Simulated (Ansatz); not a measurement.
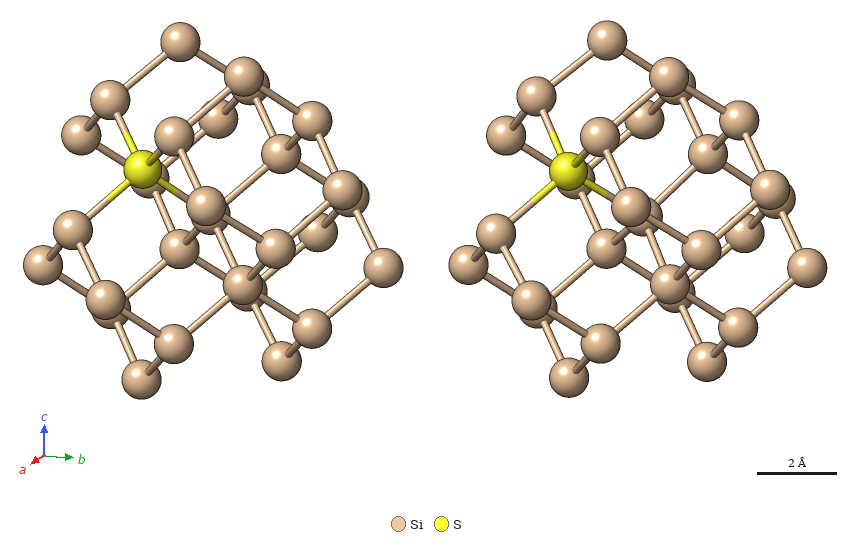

Two geometries of a defect cell of composition Si₆₃S, drawn at one scale. One is the start of a relaxation, the other its converged end. A ball-and-stick model of the atoms within 5.0 Å of the atom that moves most (axes of the cell of the calculation (origin shifted)), seen slightly off an axis.

All numbers below come from Ansatz 0.2.0, DFT, PBEsol, PAW, plane waves. (plane-wave cutoff 420 eV; k-point mesh 1 × 1 × 1; mesh shifted by (0.25, 0.25, 0.25); no spin polarisation; atoms relaxed in a fixed cell; force threshold 0.03 eV/Å; at most 80 steps)

**Which geometry has the lower energy?**

The right one is the relaxed one. Over 3 geometry steps the energy falls by 0.718 eV per cell of the calculation. Largest force component: 1.3 eV/Å at the start, 0.017 eV/Å at the end. The atom that moves furthest is a Si atom (0.17 Å roughly along [−2 3 −1]). Largest moves by element: Si 0.17 Å, S 0.06 Å. The cell doesn't change. Near-neighbour distances that change, for instance: S–Si 2.346 → 2.461 Å, S–Si 2.379 → 2.476 Å, Si–Si 2.401 → 2.314 Å, Si–Si 2.421 → 2.349 Å. Bond angles that change, for instance: Si–Si–S 110.4° → 104.1°, Si–Si–Si 109.0° → 113.2°, Si–Si–Si 110.1° → 106.0°. Cost: 4.8 s on 1 × NVIDIA GB300 Max-Q with 8 threads of Arm Neoverse-V2, peak memory 1.9 GiB.
